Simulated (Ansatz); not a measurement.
System: LiNbO3, space group R3c, 10 atoms in the primitive cell, relaxed with r2SCAN.

Space group R3c:H (No. 161). a = 5.137 Å, b = 5.137 Å, c = 13.885 Å, α = 90.00°, β = 90.00°, γ = 120.00°
| atom | site | symmetry | x | y | z |
| --- | --- | --- | --- | --- | --- |
| Li | 6a | 3. | 0.0000 | 0.0000 | 0.2178 |
| Nb | 6a | 3. | 0.3333 | 0.6667 | 0.1665 |
| O | 18b | 1 | 0.0345 | 0.7114 | 0.1034 |

Method: PBE, Ansatz PAW set, no spin polarisation, no spin-orbit coupling, 6×6×6 k mesh, 420 eV cutoff (Ansatz 0.2.0).

What will the density of states look like?

There is a gap; over the k points computed it is 3.59 eV (indirect; the smallest direct gap on the k mesh is 3.66 eV). Within the window shown, the tallest peak of the filled states lies 0.5 eV under the valence-band top, at about 12 states per eV and cell.

LDA, GGA and most meta-GGA functionals understate gaps. The cell is at 4 GPa in this functional. The cell was built by a generator and needn't be a form met in nature.

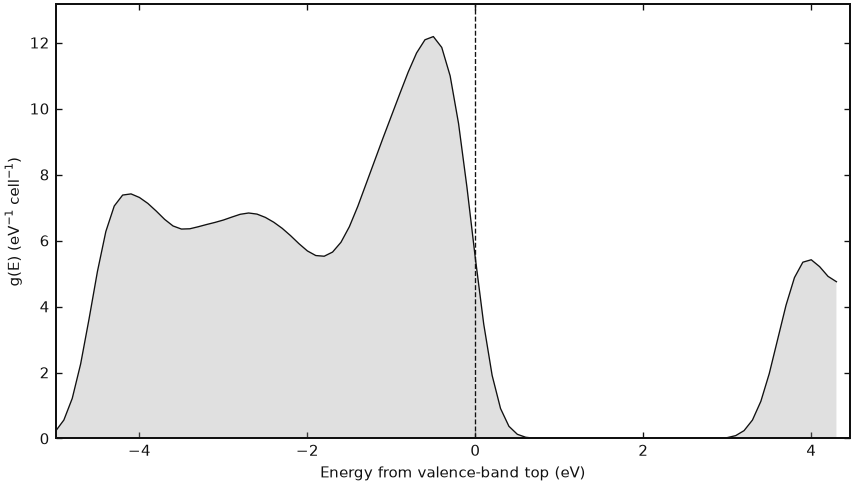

Density of states. Energies are counted from the top of the valence band. The DOS curve is built from the levels of the k mesh with Gaussians 0.55 eV wide, which also blur the band edges; ripples of that width can come from the mesh.
